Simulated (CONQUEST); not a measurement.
**Zn: 7 runs along one coordinate**

System: Zn (P6₃/mmc, 4 atoms in the cell).
Method: Kohn-Sham DFT of a periodic cell, PBE, PseudoDojo NC PBE, no spin polarisation (CONQUEST 1.3).

The 7 runs differ only in the geometry, by an even scaling of the cell at fixed fractional positions. The structure derives from an entry of the Crystallography Open Database.

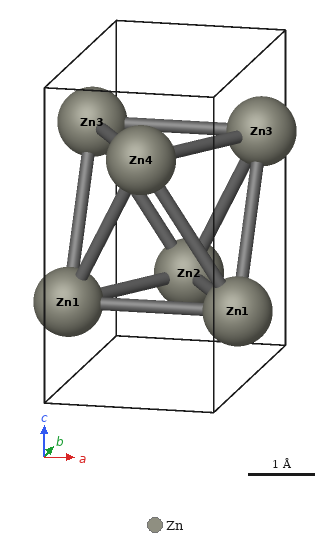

Figure 1. The structure of run 4 (ball-and-stick view of the cell of the calculation, seen slightly off an axis; atoms are numbered from 1 in the order of the input).

### Input of run 4
```
IO.Title Zn
IO.Coordinates coords.dat
IO.FractionalAtomicCoords T
IO.Iprint 2
IO.Iprint_init 1
General.NumberOfSpecies 1
General.PseudopotentialType hamann
AtomMove.TypeOfRun static
AtomMove.FullStress T
Grid.PointsAlongX 32
Grid.PointsAlongY 48
Grid.PointsAlongZ 48
DM.SolutionMethod diagon
Diag.MPMesh T
Diag.GammaCentred T
Diag.MPMeshX 8
Diag.MPMeshY 5
Diag.MPMeshZ 5
Diag.kT 0.00183747
minE.SCTolerance 1e-6
SC.MaxIters 100
IO.AtomChargeOutput T
%block ChemicalSpeciesLabel
1 65.390 Zn
%endblock
```

Command:
```bash
Conquest
```

Lattice vectors (Å) and fractional positions of run 4:
```
   2.670000    0.000000    0.000000
   0.000000    4.624576    0.000000
   0.000000    0.000000    4.966000
Zn  0.000000  0.333333  0.250000
Zn  0.500000  0.833333  0.250000
Zn  0.000000  0.666667  0.750000
Zn  0.500000  0.166667  0.750000
```

Run 6 has the same physical settings and fractional positions; its lattice vectors (Å) are:
```
   2.705136    0.000000    0.000000
   0.000000    4.685432    0.000000
   0.000000    0.000000    5.031350
```

### Results, with one run withheld

| run | volume per atom (Å³) | free energy per atom, from the lowest run given (meV) | pressure (GPa) |
| --- | --- | --- | --- |
| 1 | 14.410 | 34.88 | 8.43 |
| 2 | 14.716 | 20.72 | 6.27 |
| 3 | 15.023 | 10.38 | 4.54 |
| 4 | 15.330 | 3.60 | 2.63 |
| 5 | 15.636 | 0.00 | 1.21 |
| 6 | 15.943 | ? | ? |
| 7 | 16.249 | 0.60 | −1.37 |

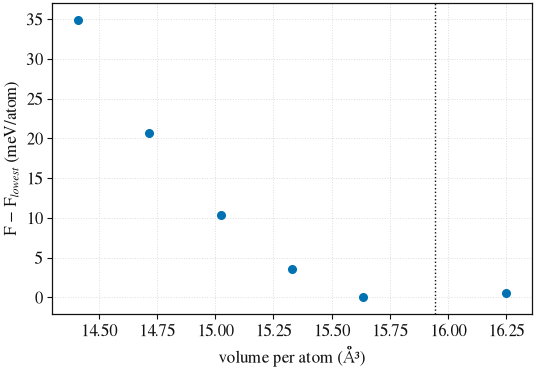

Figure 2. Free energy per atom of the runs given; the dotted line marks run 6.

Estimate the energy of run 6 from the others.

A cubic polynomial in V^(−2/3) (the Birch–Murnaghan form), fitted to the 6 runs given, misses them by at most 0.03 meV per atom. With x = V^(−2/3) − 0.16291 Å⁻², it reads F = 5.9178 + 2927.4 x + 3.171e+05 x² + 1.1778e+06 x³ (meV per atom). At run 6 it gives −0.93 meV per atom, and the run itself gives −0.85. The slope of the fit gives a pressure −dF/dV of −0.19 GPa there, and the run prints −0.24 GPa. The two needn't agree exactly: the fit is approximate, and the printed stress is taken on a finite basis. The fit has its minimum at 15.897 Å³ per atom, where V d²F/dV² gives 67.3 GPa. Cell shape and fractional positions are held, so this is the stiffness under even scaling; the relaxed bulk modulus wasn't computed.

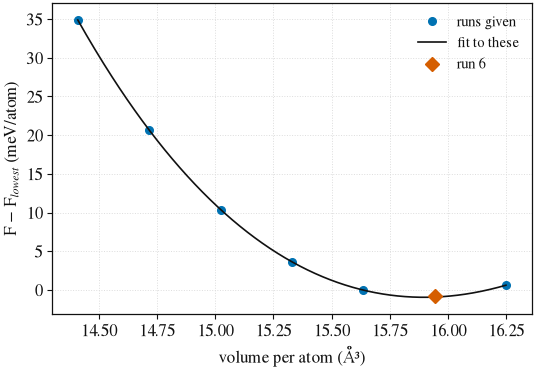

Figure 3. The fit and the withheld run.

### Some lines of the output (run 6)
```
[...]
          DFT Total Energy                 :      -836.098610028711619 Ha
          Free Energy (E-TS)               :      -836.121407816067858 Ha
          DFT Total Energy                 :      -836.121243654632053 Ha
          Free Energy (E-TS)               :      -836.121537858833221 Ha
          DFT Total Energy                 :      -836.121276606945571 Ha
          Free Energy (E-TS)               :      -836.121589207098623 Ha
          DFT Total Energy                 :      -836.121279154949661 Ha
          Free Energy (E-TS)               :      -836.121589176841439 Ha
          DFT Total Energy                 :      -836.121279481224747 Ha
          Free Energy (E-TS)               :      -836.121589045193900 Ha
          DFT Total Energy                 :      -836.121279354450280 Ha
      | Free Energy as E-TS      =      -836.121589045193900 Ha
      |* DFT total energy        =      -836.121279354450280 Ha
    force: Average pressure:     -0.24434601 GPa
```

Notes: With a small basis of atomic orbitals these values can differ much from converged plane-wave results.
